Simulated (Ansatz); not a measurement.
**What a change does: single-point calculation on ZnSe**

System: ZnSe (F-43m, 2 atoms in the cell).
Method of the first run: DFT PBE, scalar-relativistic, plane waves, PAW, no spin polarisation (Ansatz 0.2.0).

The structure derives from an entry of the Crystallography Open Database. Text and figures count atoms from 1; the logs count them from 0 in places.

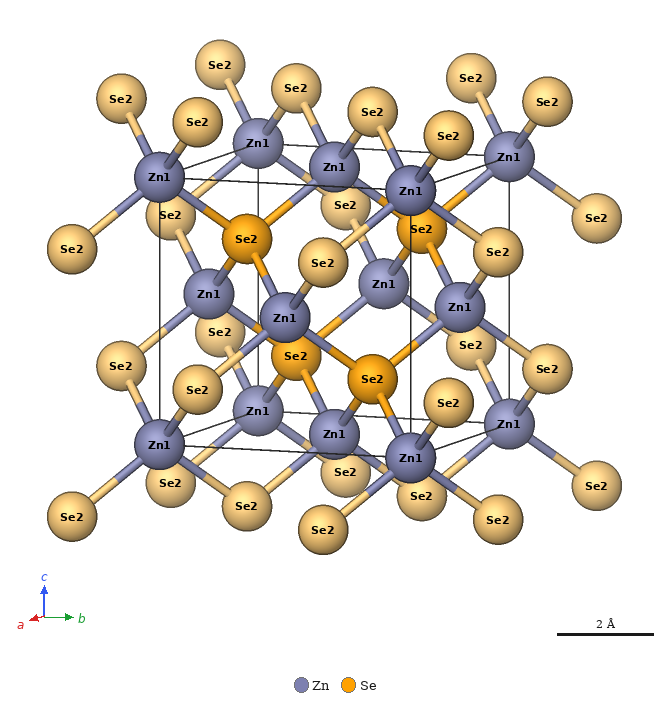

Fig. 1: The input geometry (ball-and-stick view of the cell 4 times as large as that of the calculation, set on its symmetry axes, seen slightly off an axis; neighbours outside the cell are drawn fainter; atoms are numbered from 1 in the order of the input). An atom can appear more than once, as a periodic image. Near neighbours in the periodic cell (some may lie outside the picture): Zn has 4 Se at 2.45 Å; Se has 4 Zn at 2.45 Å.

### Input file, the first run
```yaml
crystal:
  lattice:
    - [0.0, 2.8338, 2.8338]
    - [2.8338, 0.0, 2.8338]
    - [2.8338, 2.8338, 0.0]
  atoms:
    - { symbol: Zn, position: [0.0, 0.0, 0.0] }
    - { symbol: Se, position: [0.75, 0.75, 0.75] }
basis:
  ecutwfc: 420
kpoints:
  mp_grid: { grid: [10, 10, 10] }
hamiltonian:
  xc: pbe
scf:
  occupations: { method: gaussian, width: 0.05 }
output:
  forces: true
  stress: true
  eigenvalues: true
```

Launched with:
```bash
ansatz run input.yaml --threads 1 --pin off --max-ram 2560MiB --backend cpu --events-out ev --progress --plain --runs-dir out
```

Hardware: 1 thread of Intel Xeon @ 2.50GHz (Skylake/Cascade Lake), 192 GiB of memory available, shared host.

### Output, shortened to warnings, some set-up lines, iterations and results (the first run)
```
Basis set: ecut = 420 eV, 893 PW (Γ), exchange–correlation on 54×54×54 points (8 copies of the dense FFT grid, shifted against one another)
Symmetry: 24 space group operations
k-points: 47 of 1000 (time reversal used)
Initial density: superposition of atomic densities (neutral atoms: chi_scale 0, normalization atom), corrected by the library's trained network
[...]
SCF iter   1: F=—  HF=-8789.527015 eV  |F-HF|=—  |Δ(HF+E_count)|=         —  Δρ=8.24e-4  dr2=4.55e-4  ethr=1.77e-3  ⟨swp⟩=5.8  Hψ=4285  notcnv=0
SCF iter   2: F=—  HF=-8789.526859 eV  |F-HF|=—  |Δ(HF+E_count)|=   1.56e-4  Δρ=3.73e-4  dr2=3.37e-5  ethr=1.63e-6  ⟨swp⟩=2.0  Hψ=1847  notcnv=0
SCF iter   3: F=—  HF=-8789.526878 eV  |F-HF|=—  |Δ(HF+E_count)|=   1.92e-5  Δρ=1.68e-4  dr2=6.99e-6  ethr=1.20e-7  ⟨swp⟩=2.0  Hψ=1357  notcnv=0
SCF iter   4: F=—  HF=-8789.526879 eV  |F-HF|=—  |Δ(HF+E_count)|=   9.08e-7  Δρ=7.95e-5  dr2=1.13e-6  ethr=2.50e-8  ⟨swp⟩=2.0  Hψ=1222  notcnv=0
SCF iter   5: F=—  HF=-8789.526883 eV  |F-HF|=—  |Δ(HF+E_count)|=   3.63e-6  Δρ=1.56e-5  dr2=1.55e-7  ethr=4.04e-9  ⟨swp⟩=2.0  Hψ=1504  notcnv=0
SCF iter   6: F=-8789.526883 eV  HF=-8789.526883 eV  |F-HF|=9.37e-9  |Δ(HF+E_count)|=   2.15e-8  Δρ=4.34e-6  dr2=6.48e-9  ethr=3.57e-10  ⟨swp⟩=5.8  Hψ=3939  notcnv=0
SCF 1 converged in 6 iterations: F = -8789.526883 eV  dr2 = 6.48e-9
SCF converged after 6 iterations
Free energy (F): -8789.526883 eV
Harris-Foulkes:  -8789.526883 eV  (|F-HF|=9.37e-9)
Internal energy: -8789.526883 eV  (E = F + TS)
E sigma→0 (E₀):  -8789.526883 eV
Fermi energy:    7.423163 eV
--- Per-component energies (eV) ---
  E_band       = -381.452331
  E_kinetic    = 250.139414
  E_local      = -4390.894919  (includes V_loc(G=0)·N_el)
  E_nonlocal   = 18.345442
  E_hartree    = 2034.666031
  E_xc         = -241.518112
  E_vxc        = -150.311048  (∫ρ·V_xc dr)
  E_paw        = -3739.321004  (= ΣΔE_a)
  E_vpaw       = -178.062556  (= ΣTr[D̂ρ^β])
  E_aug_tail   = -0.000889  (compensation charges beyond the density's cutoff)
  E_ewald      = -2720.942845
  E_smearing   = -0.000000  (= −TS)
  E_closure    = 0.000000  (closes the sum)
  Σ components = -8789.526883   (vs F -8789.526883, Δ=0.00e0)
--- Forces (eV/Å), atoms counted from 1 ---
  atom   1  Zn    -0.00000000     0.00000000    -0.00000000
  atom   2  Se     0.00000000    -0.00000000    -0.00000000
  max |Σ_I F_I| component: 1.25e-16 eV/Å
--- Stress (GPa, compression-positive) ---
        2.103529       0.000000      -0.000000
        0.000000       2.103529       0.000000
       -0.000000       0.000000       2.103529
  P = ⅓ Tr σ = 2.1035 GPa (21.035 kbar)
```

For the second run the input was changed thus:
```diff
-  mp_grid: { grid: [10, 10, 10] }
+  mp_grid: { grid: [8, 8, 8] }
```

Predict how the results change.

The free energy of the second run is 0.31 meV per atom higher, which measures how much it depends on this numerical setting. The number of SCF iterations is the same. The irreducible k-points go from 47 to 29.

### Output, shortened to warnings, some set-up lines, iterations and results (the second run)
```
Basis set: ecut = 420 eV, 893 PW (Γ), exchange–correlation on 54×54×54 points (8 copies of the dense FFT grid, shifted against one another)
Symmetry: 24 space group operations
k-points: 29 of 512 (time reversal used)
Initial density: superposition of atomic densities (neutral atoms: chi_scale 0, normalization atom), corrected by the library's trained network
[...]
SCF iter   1: F=—  HF=-8789.526417 eV  |F-HF|=—  |Δ(HF+E_count)|=         —  Δρ=7.92e-4  dr2=4.18e-4  ethr=1.77e-3  ⟨swp⟩=5.7  Hψ=2636  notcnv=0
SCF iter   2: F=—  HF=-8789.526241 eV  |F-HF|=—  |Δ(HF+E_count)|=   1.76e-4  Δρ=3.62e-4  dr2=3.22e-5  ethr=1.49e-6  ⟨swp⟩=2.1  Hψ=1145  notcnv=0
SCF iter   3: F=—  HF=-8789.526260 eV  |F-HF|=—  |Δ(HF+E_count)|=   1.85e-5  Δρ=1.72e-4  dr2=7.23e-6  ethr=1.15e-7  ⟨swp⟩=2.0  Hψ=827  notcnv=0
SCF iter   4: F=—  HF=-8789.526260 eV  |F-HF|=—  |Δ(HF+E_count)|=   9.03e-8  Δρ=7.75e-5  dr2=1.04e-6  ethr=2.58e-8  ⟨swp⟩=2.0  Hψ=754  notcnv=0
SCF iter   5: F=—  HF=-8789.526263 eV  |F-HF|=—  |Δ(HF+E_count)|=   3.61e-6  Δρ=1.77e-5  dr2=2.18e-7  ethr=3.73e-9  ⟨swp⟩=2.0  Hψ=928  notcnv=0
SCF iter   6: F=-8789.526263 eV  HF=-8789.526263 eV  |F-HF|=5.29e-9  |Δ(HF+E_count)|=   6.59e-9  Δρ=4.31e-6  dr2=7.47e-9  ethr=3.57e-10  ⟨swp⟩=5.7  Hψ=2448  notcnv=0
SCF 1 converged in 6 iterations: F = -8789.526263 eV  dr2 = 7.47e-9
SCF converged after 6 iterations
Free energy (F): -8789.526263 eV
Harris-Foulkes:  -8789.526263 eV  (|F-HF|=5.29e-9)
Internal energy: -8789.526263 eV  (E = F + TS)
E sigma→0 (E₀):  -8789.526263 eV
Fermi energy:    7.423602 eV
--- Per-component energies (eV) ---
  E_band       = -381.436574
  E_kinetic    = 250.143416
  E_local      = -4390.918437  (includes V_loc(G=0)·N_el)
  E_nonlocal   = 18.352603
  E_hartree    = 2034.686522
  E_xc         = -241.517739
  E_vxc        = -150.310800  (∫ρ·V_xc dr)
  E_paw        = -3739.328895  (= ΣΔE_a)
  E_vpaw       = -178.076083  (= ΣTr[D̂ρ^β])
  E_aug_tail   = -0.000889  (compensation charges beyond the density's cutoff)
  E_ewald      = -2720.942845
  E_smearing   = -0.000000  (= −TS)
  E_closure    = 0.000000  (closes the sum)
  Σ components = -8789.526263   (vs F -8789.526263, Δ=0.00e0)
--- Forces (eV/Å), atoms counted from 1 ---
  atom   1  Zn    -0.00000000    -0.00000000     0.00000000
  atom   2  Se     0.00000000    -0.00000000     0.00000000
  max |Σ_I F_I| component: 1.34e-16 eV/Å
--- Stress (GPa, compression-positive) ---
        2.103983       0.000000      -0.000000
        0.000000       2.103983       0.000000
       -0.000000       0.000000       2.103983
  P = ⅓ Tr σ = 2.1040 GPa (21.040 kbar)
```

### The two runs side by side

| quantity | the first run | the second run |
| --- | --- | --- |
| outcome | converged | converged |
| free energy per atom (eV) | −4394.7634 | −4394.7631 |
| gap on the mesh (eV) | 1.29 | 1.29 |
| pressure (GPa) | 2.10 | 2.10 |
| largest force (eV/Å) | 0.000 | 0.000 |
| SCF iterations | 6 | 6 |
| irreducible k-points | 47 | 29 |
| plane waves at Γ | 893 | 893 |
| wall time (shared host) | 5.7 s | 4.2 s |
